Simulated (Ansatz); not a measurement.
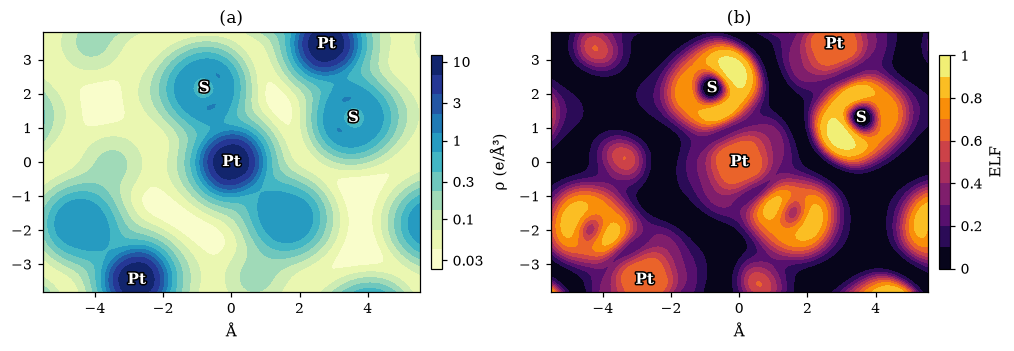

*PtS$_{2}$. (a) valence pseudo-density; (b) ELF on the (011̄) plane of the standardised cell.*

Space group P-1; a structure from a database of computed crystals, not necessarily the ambient phase; started from the SiS2-72 prototype, which need not be the ambient phase; changed on purpose from its base cell (shaken).

These are results of DFT, PBEsol, plane waves, PAW (Ansatz 0.2.0), not measurements.

In a PAW calculation such maps are meaningful between the atoms, not at the nuclei.

```
Pt S
1.0
     0.00519    7.58900    7.05546
     4.54691    0.00395   -0.00095
     0.00138    0.02216   -7.07895
Pt S
4 8
Direct
  0.00000 0.00027 0.75000
  0.50000 0.50027 0.75000
  0.49948 0.50024 0.24953
  0.99948 0.00024 0.24953
  0.42803 0.19794 0.42863
  0.92803 0.69794 0.42863
  0.07220 0.30237 0.57163
  0.57220 0.80237 0.57163
  0.07121 0.69755 0.07092
  0.57121 0.19755 0.07092
  0.42722 0.80263 0.92758
  0.92722 0.30263 0.92758
```

Q: Describe what can be read from this map.

A: The section cuts through Pt and S sites.
Atoms just off the plane (S, 0.4 Å away) can leave unmarked features too.
Pt–S (2.31 Å): the density is about 0.76 e/Å³ at the midpoint; the ELF peaks at about 0.90 in the valence shell of S, 0.7 Å from its nucleus, and is about 0.40 at the midpoint.
Between the atoms the lowest density in this plane is 0.02 e/Å³.
The features right at Pt lie inside the PAW spheres, where the map follows smoothed inner orbitals and isn't to be read closely.
